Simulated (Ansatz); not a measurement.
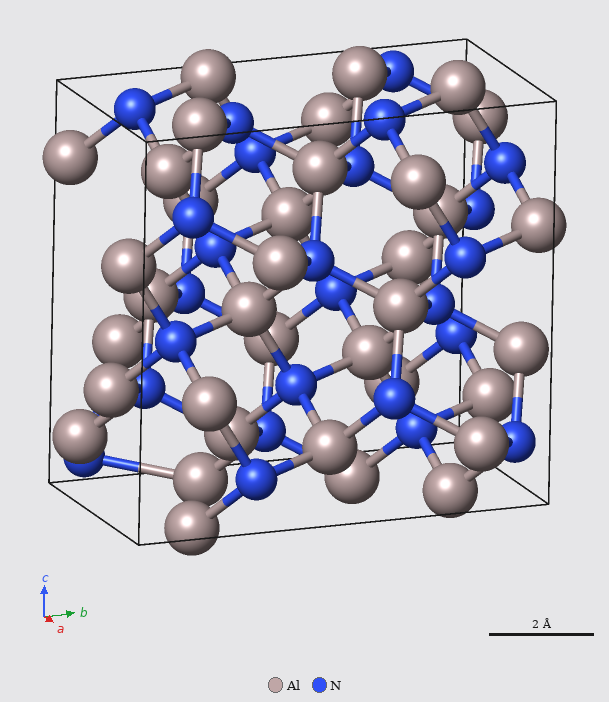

Figure 1. The starting structure (ball-and-stick view of the cell of the calculation, seen slightly off an axis).

# Run report: Al$_{24}$N$_{25}$, geometry relaxation (part 1 of 5)

- system: Al$_{24}$N$_{25}$ (defect cell, 49 atoms in the cell)
- method: DFT PBE, scalar-relativistic, plane waves, PAW, spin-polarised (Ansatz 0.2.0)

The structure derives from a Materials Project entry. It belongs to a series of runs on one base structure; here: N interstitial, charge +0, atoms relaxed at the host's cell.

### What the program printed
```
Engine: ansatz 0.2.0, aarch64-unknown-linux-gnu
Pseudopotentials: kind: paw
Pseudopotential: Al, paw, valence charge 3, recommended cutoff 420 eV (normal), Al.paw.azcp
Pseudopotential: N, paw, valence charge 5, recommended cutoff 420 eV (normal), N.paw.azcp
Functional definition: PBE
  parameter kappa = 0.804
  parameter beta = 0.06672455060314922
  exchange = pbe_x(kappa = kappa, mu = beta*pi^2/3)
  correlation = pbe_c(beta = beta)
Crystal: 49 atoms, lattice volume = 510.967 Å³
Basis set: ecut = 420 eV, 9983 PW (Γ), exchange–correlation on 108×108×108 points (8 copies of the dense FFT grid, shifted against one another)
Bands: 148, of which v1, the nominal top of the filled ones, is band 99 counted from 1 (98 counted from 0)
Symmetry: 3 space group operations
Space group: R3 (ITA 146), of the structure as read, at distance tolerance 8.0e-5 Å
Magnetic group: BNS 146.10 (UNI 1240), of the structure as read, at distance tolerance 8.0e-5 Å
k-points: 4 of 8
Non-local potential: Al, projectors of the file, l = 0: 2, l = 1: 2, l = 2: 1
Non-local potential: N, projectors of the file, l = 0: 2, l = 1: 2, l = 2: 1
PAW form: soft (Blöchl's): semilocal exchange-correlation on the pseudo side does not see the compensation charge
PAW one-centre angular grid: Al, 110 points (default); XC on 64 Gauss nodes
PAW one-centre angular grid: N, 110 points (default); XC on 64 Gauss nodes
Initial density: superposition of atomic densities (chi_scale 0.1, normalization cell, long waves kept (reshape's long-wave potential 0.18 eV rms))
Starting moments: Σ|m| = 1 μB on 10 of 49 sites
Initial wavefunctions: pseudopotential atomic-orbital guess
Functional: x = pbe(κ = 0.804, μ = 0.2195149727645171), c = pbe(β = 0.06672455060314922)
SCF iter   1: F=—  HF=-22590.246099 eV  |F-HF|=—  |Δ(HF+E_count)|=         —  Δρ=6.95e-2 (↑6.86e-2 ↓6.95e-2)  dr2=1.17e2  dr2_m=2.23e-1  M=1.000 μB ∫|m|=1.025 μB  β_m=0.30  ethr=3.10e-3  ⟨swp⟩=5.8  Hψ=4732  notcnv=0  defer=183
preconditioner: auto → Resta (q_TF=auto, 2.328 Å⁻¹)  ε∞=3.7  [insulator: Δε(μ)=0.022 eV  Ē_g=13.994 eV  σ=0.010 eV  W_gap=0.88  n_scr=98 (ndim 8)  ℏωp=23.1 eV  f_vac=0.000  D(μ)=11.42/eV (n_scr^D=80)  ε∞_Penn≈3.7]
spin=Collinear: Resta preconditioning applied to the charge; magnetization (m = ρ↑ − ρ↓) channel mixes plain (no charge-response kernel on spin).
SCF iter   2: F=—  HF=-22563.752357 eV  |F-HF|=—  |Δ(HF+E_count)|=    2.65e1  Δρ=3.29e-2 (↑3.29e-2 ↓3.29e-2)  dr2=2.67e1  dr2_m=1.06e-1  M=1.000 μB ∫|m|=1.022 μB  β_m=0.30  ethr=3.10e-3  ⟨swp⟩=2.9  Hψ=2240  notcnv=0  defer=332
SCF iter   3: F=—  HF=-22557.155936 eV  |F-HF|=—  |Δ(HF+E_count)|=    6.60e0  Δρ=2.38e-2 (↑2.38e-2 ↓2.37e-2)  dr2=3.31e0  dr2_m=1.16e0  M=2.897 μB ∫|m|=2.898 μB  β_m=0.30  ethr=3.10e-3  ⟨swp⟩=2.2  Hψ=2185  notcnv=0  defer=328
SCF iter   4: F=—  HF=-22556.997146 eV  |F-HF|=—  |Δ(HF+E_count)|=   1.59e-1  Δρ=1.54e-2 (↑1.37e-2 ↓1.54e-2)  dr2=5.94e-1  dr2_m=7.46e-1  M=3.000 μB ∫|m|=3.004 μB  β_m=0.30  ethr=1.68e-3  ⟨swp⟩=2.0  Hψ=1221  notcnv=0  defer=328
SCF iter   5: F=—  HF=-22557.197562 eV  |F-HF|=—  |Δ(HF+E_count)|=   2.00e-1  Δρ=1.00e-2 (↑9.35e-3 ↓1.00e-2)  dr2=2.95e-2  dr2_m=4.30e-1  M=3.000 μB ∫|m|=3.012 μB  β_m=0.30  ethr=3.02e-4  ⟨swp⟩=2.2  Hψ=1323  notcnv=0  defer=328
SCF iter   6: F=—  HF=-22557.326000 eV  |F-HF|=—  |Δ(HF+E_count)|=   1.28e-1  Δρ=7.41e-3 (↑7.41e-3 ↓7.30e-3)  dr2=7.58e-3  dr2_m=2.50e-1  M=3.000 μB ∫|m|=3.021 μB  β_m=0.30  ethr=1.50e-5  ⟨swp⟩=2.9  Hψ=1783  notcnv=0  defer=328
SCF iter   7: F=—  HF=-22557.399235 eV  |F-HF|=—  |Δ(HF+E_count)|=   7.32e-2  Δρ=5.68e-3 (↑5.68e-3 ↓5.46e-3)  dr2=1.44e-3  dr2_m=1.45e-1  M=3.000 μB ∫|m|=3.031 μB  β_m=0.30  ethr=3.85e-6  ⟨swp⟩=3.0  Hψ=2097  notcnv=0  defer=328
Mixer restart at iter 7: flushing history
spin-set hold released at iteration 7 (site moments contracting): the magnetisation degrees of freedom join the quasi-Newton model from the next iteration; the mixer history was flushed
SCF iter   8: F=—  HF=-22557.438765 eV  |F-HF|=—  |Δ(HF+E_count)|=   3.95e-2  Δρ=4.24e-3 (↑4.24e-3 ↓4.23e-3)  dr2=1.35e-3  dr2_m=8.36e-2  M=3.000 μB ∫|m|=3.039 μB  β_m=0.65  ethr=7.31e-7  ⟨swp⟩=3.0  Hψ=1717  notcnv=0  defer=328
SCF iter   9: F=—  HF=-22557.493054 eV  |F-HF|=—  |Δ(HF+E_count)|=   5.43e-2  Δρ=4.43e-4 (↑4.43e-4 ↓2.54e-4)  dr2=1.45e-3  dr2_m=1.51e-4  M=3.000 μB ∫|m|=3.072 μB  β_m=0.60  ethr=6.85e-7  ⟨swp⟩=3.5  Hψ=2569  notcnv=0  defer=328
SCF iter  10: F=—  HF=-22557.493231 eV  |F-HF|=—  |Δ(HF+E_count)|=   1.77e-4  Δρ=1.23e-4 (↑1.23e-4 ↓1.18e-4)  dr2=1.30e-4  dr2_m=3.98e-5  M=3.000 μB ∫|m|=3.073 μB  β_m=0.73  ethr=6.85e-7  ⟨swp⟩=2.0  Hψ=1959  notcnv=0  defer=328
SCF iter  11: F=—  HF=-22557.493267 eV  |F-HF|=—  |Δ(HF+E_count)|=   3.62e-5  Δρ=4.21e-5 (↑4.21e-5 ↓3.60e-5)  dr2=1.87e-5  dr2_m=2.29e-6  M=3.000 μB ∫|m|=3.074 μB  β_m=0.74  ethr=6.58e-8  ⟨swp⟩=2.0  Hψ=1718  notcnv=0  defer=328
SCF iter  12: F=-22557.493267 eV  HF=-22557.493269 eV  |F-HF|=2.39e-6  |Δ(HF+E_count)|=   2.07e-6  Δρ=1.74e-5 (↑1.74e-5 ↓1.23e-5)  dr2=3.82e-6  dr2_m=1.74e-7  M=3.000 μB ∫|m|=3.074 μB  ethr=7.93e-9  ⟨swp⟩=22.1  Hψ=11212  notcnv=0
SCF 1 converged in 12 iterations: F = -22557.493267 eV  dr2 = 3.82e-6
  greatest PAW one-centre occupation: 0.874 electrons in one spin orbital (limit 2), on the N atom at site 48 (counted from 0), in its partial waves of l = 0
relax step   1: F+E_penalty+E_count = -22557.49326675 eV  Δ(F+E_penalty+E_count) = +0.000e0 eV  max|allowed force component| = 2.653e0 eV/Å  Δτ_max = 0.0000 Å  (12 SCF iters, dr2 threshold 1.56e-5 eV, accepted)
Initial density: handed on by an earlier stage of this run
Starting moments: Σ|m| = 1 μB on 10 of 49 sites; this step starts from the density that it was given
Initial wavefunctions: those handed on with the density
iter 1 solved again at ethr=1.01e-4 eV; its pass at ethr=3.10e-3 eV (dr2=1.98e-1 eV) is discarded
SCF iter   1: F=—  HF=-22558.372254 eV  |F-HF|=—  |Δ(HF+E_count)|=         —  Δρ=3.78e-3 (↑3.74e-3 ↓3.78e-3)  dr2=2.01e-1  dr2_m=2.59e-2  M=3.000 μB ∫|m|=3.089 μB  β_m=0.30  ethr=1.01e-4  ⟨swp⟩=2.0  Hψ=4137  notcnv=0  defer=338
preconditioner: auto → Resta (q_TF=auto, 2.328 Å⁻¹)  ε∞=4.2  [insulator: Δε(μ)=1.193 eV  Ē_g=12.981 eV  σ=0.010 eV  W_gap=1.00  n_scr=98 (ndim 8)  ℏωp=23.1 eV  f_vac=0.000  D(μ)=0.00/eV (n_scr^D=0)  ε∞_Penn≈4.2]
spin=Collinear: Resta preconditioning applied to the charge; magnetization (m = ρ↑ − ρ↓) channel mixes plain (no charge-response kernel on spin).
SCF iter   2: F=—  HF=-22558.353188 eV  |F-HF|=—  |Δ(HF+E_count)|=   1.91e-2  Δρ=2.68e-3 (↑2.67e-3 ↓2.68e-3)  dr2=8.71e-2  dr2_m=1.48e-2  M=3.000 μB ∫|m|=3.091 μB  β_m=0.61  ethr=1.01e-4  ⟨swp⟩=1.6  Hψ=859  notcnv=0  defer=338
SCF iter   3: F=—  HF=-22558.347305 eV  |F-HF|=—  |Δ(HF+E_count)|=   5.88e-3  Δρ=6.05e-4 (↑6.04e-4 ↓6.05e-4)  dr2=3.16e-3  dr2_m=7.76e-4  M=3.000 μB ∫|m|=3.098 μB  β_m=0.64  ethr=4.42e-5  ⟨swp⟩=2.5  Hψ=1696  notcnv=0  defer=338
SCF iter   4: F=—  HF=-22558.347594 eV  |F-HF|=—  |Δ(HF+E_count)|=   2.89e-4  Δρ=1.91e-4 (↑1.91e-4 ↓1.72e-4)  dr2=3.39e-4  dr2_m=7.10e-5  M=3.000 μB ∫|m|=3.101 μB  β_m=0.75  ethr=1.60e-6  ⟨swp⟩=2.0  Hψ=1728  notcnv=0  defer=338
SCF iter   5: F=-22558.347614 eV  HF=-22558.347635 eV  |F-HF|=2.14e-5  |Δ(HF+E_count)|=   4.10e-5  Δρ=5.09e-5 (↑3.68e-5 ↓5.09e-5)  dr2=3.54e-5  dr2_m=2.04e-6  M=3.000 μB ∫|m|=3.102 μB  ethr=5.08e-8  ⟨swp⟩=19.0  Hψ=9978  notcnv=0
SCF 2 converged in 5 iterations: F = -22558.347614 eV  dr2 = 3.54e-5
[... from here on the iterations of each SCF are left out, up to the last one ...]
relax step   2: F+E_penalty+E_count = -22558.34761373 eV  Δ(F+E_penalty+E_count) = -8.543e-1 eV  max|allowed force component| = 9.987e-1 eV/Å  Δτ_max = 0.0961 Å  (5 SCF iters, dr2 threshold 1.00e-4 eV, accepted)
preconditioner: auto → Resta (q_TF=auto, 2.328 Å⁻¹)  ε∞=4.2  [insulator: Δε(μ)=1.188 eV  Ē_g=12.982 eV  σ=0.010 eV  W_gap=1.00  n_scr=98 (ndim 8)  ℏωp=23.1 eV  f_vac=0.000  D(μ)=0.00/eV (n_scr^D=0)  ε∞_Penn≈4.2]
spin=Collinear: Resta preconditioning applied to the charge; magnetization (m = ρ↑ − ρ↓) channel mixes plain (no charge-response kernel on spin).
SCF 3 converged in 5 iterations: F = -22558.508260 eV  dr2 = 3.39e-5
relax step   3: F+E_penalty+E_count = -22558.50826010 eV  Δ(F+E_penalty+E_count) = -1.606e-1 eV  max|allowed force component| = 3.850e-1 eV/Å  Δτ_max = 0.0545 Å  (5 SCF iters, dr2 threshold 6.23e-5 eV, accepted)
preconditioner: auto → Resta (q_TF=auto, 2.328 Å⁻¹)  ε∞=4.2  [insulator: Δε(μ)=1.118 eV  Ē_g=12.979 eV  σ=0.010 eV  W_gap=1.00  n_scr=98 (ndim 8)  ℏωp=23.1 eV  f_vac=0.000  D(μ)=0.00/eV (n_scr^D=0)  ε∞_Penn≈4.2]
spin=Collinear: Resta preconditioning applied to the charge; magnetization (m = ρ↑ − ρ↓) channel mixes plain (no charge-response kernel on spin).
SCF 4 converged in 6 iterations: F = -22558.543004 eV  dr2 = 2.14e-6
relax step   4: F+E_penalty+E_count = -22558.54300408 eV  Δ(F+E_penalty+E_count) = -3.474e-2 eV  max|allowed force component| = 9.985e-2 eV/Å  Δτ_max = 0.1000 Å  (6 SCF iters, dr2 threshold 2.10e-5 eV, accepted)
preconditioner: auto → Resta (q_TF=auto, 2.328 Å⁻¹)  ε∞=4.2  [insulator: Δε(μ)=1.111 eV  Ē_g=12.974 eV  σ=0.010 eV  W_gap=1.00  n_scr=98 (ndim 8)  ℏωp=23.1 eV  f_vac=0.000  D(μ)=0.00/eV (n_scr^D=0)  ε∞_Penn≈4.2]
spin=Collinear: Resta preconditioning applied to the charge; magnetization (m = ρ↑ − ρ↓) channel mixes plain (no charge-response kernel on spin).
SCF 5 converged in 6 iterations: F = -22558.546425 eV  dr2 = 1.03e-7
  greatest PAW one-centre occupation: 0.862 electrons in one spin orbital (limit 2), on the N atom at site 48 (counted from 0), in its partial waves of l = 0
relax step   5: F+E_penalty+E_count = -22558.54642451 eV  Δ(F+E_penalty+E_count) = -3.420e-3 eV  max|allowed force component| = 1.837e-2 eV/Å  Δτ_max = 0.0246 Å  (6 SCF iters, dr2 threshold 6.70e-7 eV, accepted)
iter 1 solved again at ethr=5.26e-11 eV; its pass at ethr=3.10e-3 eV (dr2=1.04e-7 eV) is discarded
SCF iter   1: F=—  HF=-22558.546424 eV  |F-HF|=—  |Δ(HF+E_count)|=         —  Δρ=4.63e-6 (↑4.63e-6 ↓3.14e-6)  dr2=1.04e-7  dr2_m=4.08e-8  M=3.000 μB ∫|m|=3.126 μB  β_m=0.30  ethr=5.26e-11  ⟨swp⟩=1.0  Hψ=2800  notcnv=0
preconditioner: auto → Resta (q_TF=auto, 2.328 Å⁻¹)  ε∞=4.2  [insulator: Δε(μ)=1.115 eV  Ē_g=12.974 eV  σ=0.010 eV  W_gap=1.00  n_scr=98 (ndim 8)  ℏωp=23.1 eV  f_vac=0.000  D(μ)=0.00/eV (n_scr^D=0)  ε∞_Penn≈4.2]
spin=Collinear: Resta preconditioning applied to the charge; magnetization (m = ρ↑ − ρ↓) channel mixes plain (no charge-response kernel on spin).
iter 2 did not close the SCF: its close was put off for a magnetic moment that had not settled (scf_convergence_deferred on its scf_iter line)
SCF iter   2: F=-22558.546425 eV  HF=-22558.546425 eV  |F-HF|=1.68e-8  |Δ(HF+E_count)|=   1.75e-8  Δρ=3.41e-6 (↑3.41e-6 ↓2.31e-6)  dr2=5.56e-8  dr2_m=2.41e-8  M=3.000 μB ∫|m|=3.126 μB  β_m=0.65  ethr=5.08e-11  ⟨swp⟩=5.0  Hψ=4876  notcnv=0
SCF iter   3: F=-22558.546425 eV  HF=-22558.546425 eV  |F-HF|=5.13e-9  |Δ(HF+E_count)|=   3.12e-8  Δρ=8.40e-7 (↑8.40e-7 ↓7.97e-7)  dr2=1.06e-8  dr2_m=9.26e-10  M=3.000 μB ∫|m|=3.126 μB  ethr=2.82e-11  ⟨swp⟩=4.2  Hψ=5159  notcnv=0
SCF 6 converged in 3 iterations: F = -22558.546425 eV  dr2 = 1.06e-8
relax step   6: F+E_penalty+E_count = -22558.54642453 eV  Δ(F+E_penalty+E_count) = -2.391e-8 eV  max|allowed force component| = 1.837e-2 eV/Å  Δτ_max = 0.0000 Å  (3 SCF iters, accepted)
```

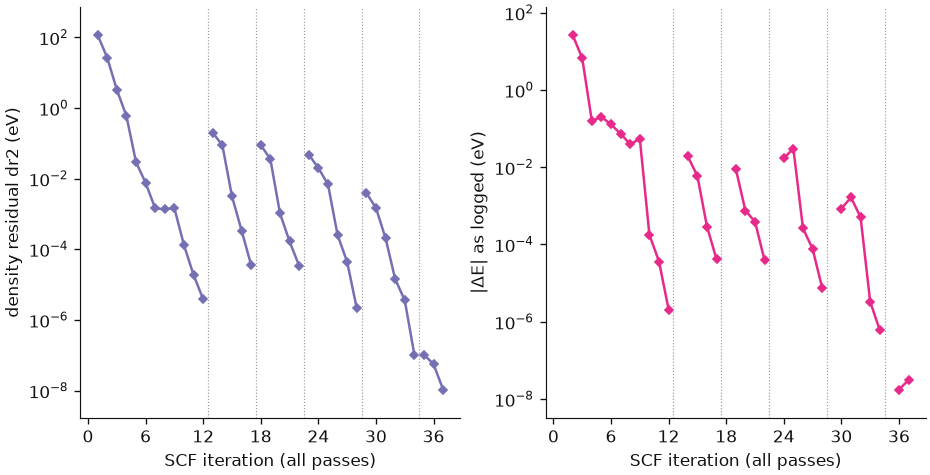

Figure 2. Convergence of the self-consistent field: density residual dr2 and size of the energy change against the SCF iteration. The dotted lines part the SCF passes of the relaxation: geometry steps, rejected trials and re-solves on a re-selected basis. The 6 passes take 3 to 12 iterations each, 37 in all.

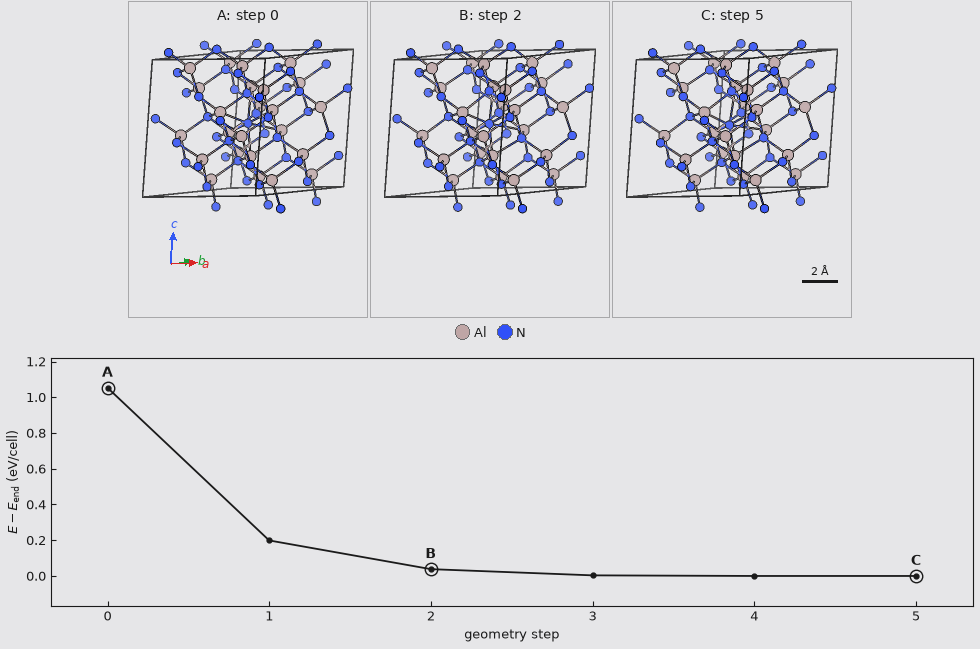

Figure 3. Frames of the relaxation (ball-and-stick view of the cell of the calculation (origin shifted), with bonded neighbours outside it, seen at an oblique angle) above the curves, on which the letters mark them (the first geometry is step 0 here and step 1 in the log).

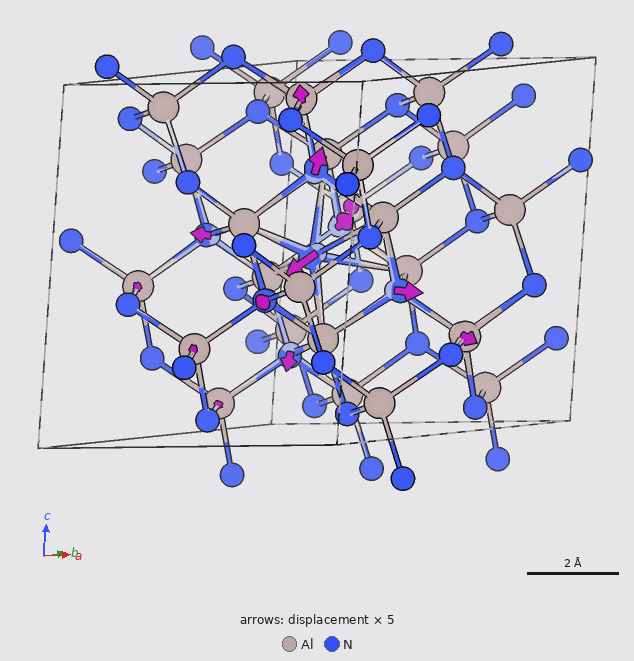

Figure 4. Start (faint) and end (solid) with the displacements as pink arrows, magnified 5 times (ball-and-stick view of the cell of the calculation (origin shifted), with bonded neighbours outside it, seen at an oblique angle). N49 moves most: 0.17 Å. Largest moves by element: N 0.17 Å, Al 0.09 Å. The lattice vectors keep their values. Among the contacts that change: Al11–N49 2.323 → 2.458 Å, Al14–N49 2.090 → 1.983 Å, Al14–N48 1.915 → 2.009 Å, Al14–N26 1.902 → 1.950 Å. Among the angles that change: Al5–N49–Al14 171.2° → 163.4°, N41–Al19–N49 59.9° → 67.4°, N41–Al11–N48 110.7° → 117.1°. Over 5 geometry steps the energy falls by 1.053 eV per cell of the calculation. The largest force component goes from 2.7 to 0.018 eV/Å. (Atoms are counted from 1 in the order of the input.)

```
SCF converged after 3 iterations
Magnetization: 3.0000 μB (100.0000 up, 97.0000 down)
Absolute magnetization: 3.1299 μB (∫|ρ↑−ρ↓|, with the PAW one-centre terms)
Spin contamination: 0.0091 ħ² per cell (⟨S²⟩ above its minimum at these occupations)
```
